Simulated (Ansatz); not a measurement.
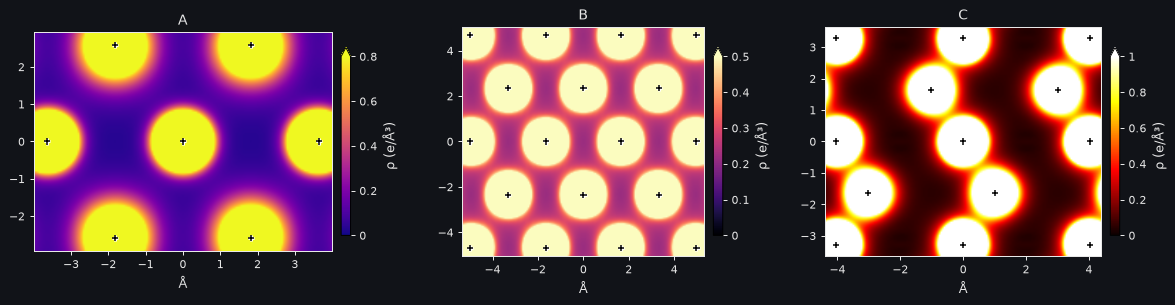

The valence pseudo-density of 3 systems, each on a plane through atoms (crosses mark nuclei in the plane).

Level of theory: DFT PBE, scalar-relativistic, plane waves, PAW in Ansatz.

System 1: Ta, the (110) plane of the conventional cell. Space group Im-3m; a structure from a database of computed crystals, not necessarily the ambient phase; computed without spin polarisation.

System 2: CuO, the (101̄) plane of the conventional cell. Space group C2/c; a structure from a database of computed crystals, not necessarily the ambient phase; computed pressure about 6 GPa in this cell; computed without spin polarisation.

System 3: CaSe, the (011) plane of the conventional cell. Space group Pm-3m; started from the CuAu (L1_0)_123 prototype, which need not be the ambient phase.

```yaml
crystal:
  lattice:
    - [3.64949, 0.00000, 0.00000]
    - [0.00000, 3.64949, 0.00000]
    - [0.00000, 0.00000, 3.64968]
  atoms:
    - { symbol: Ca, position: [0.50000, 0.50000, 0.50000] }
    - { symbol: Se, position: [0.00000, 0.00000, 0.00000] }
```

**Which map belongs to which system?**

Panel A is system 3, CaSe: the plane holds Ca and Se. Ca–Se (3.16 Å): the density is about 0.14 e/Å³ at the midpoint, with its minimum of 0.11 e/Å³ about 1.4 Å from Ca. Panel B is system 1, Ta: the plane holds Ta. Ta–Ta (2.87 Å): ρ at the midpoint is about 0.3 e/Å³. Panel C is system 2, CuO: the plane holds Cu and O. Cu–O (1.94 Å): the density is about 0.67 e/Å³ at the midpoint.
